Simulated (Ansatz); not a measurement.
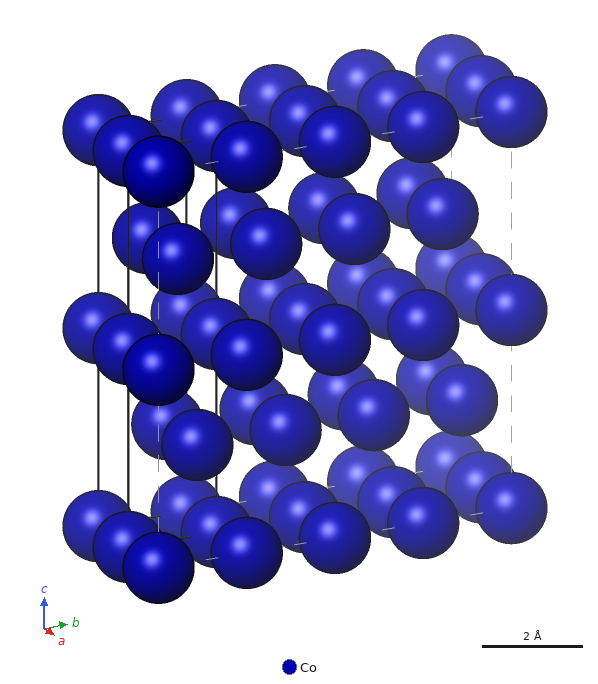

A spheres-only picture of a crystal structure, seen slightly off an axis. A 2×4×1 array of cells is drawn; the conventional unit cell has the solid edges.

The element is cobalt. It is primitive hexagonal, space group P6_3/mmc (No. 194). Among the common structure types it is double hexagonal close-packed (α-La type). The cell holds four atoms. The coordination shell of Co holds twelve Co at about 2.5 Å.

Starting structure: a structure listed in the Materials Project. Earlier steps of the study may have refined or changed the cell and positions. An electronic-structure calculation with Ansatz was run on it.

At this level of theory the cell isn't at rest (stretched, at -5 GPa), so its distances can differ from those at equilibrium, the more so the softer the solid.
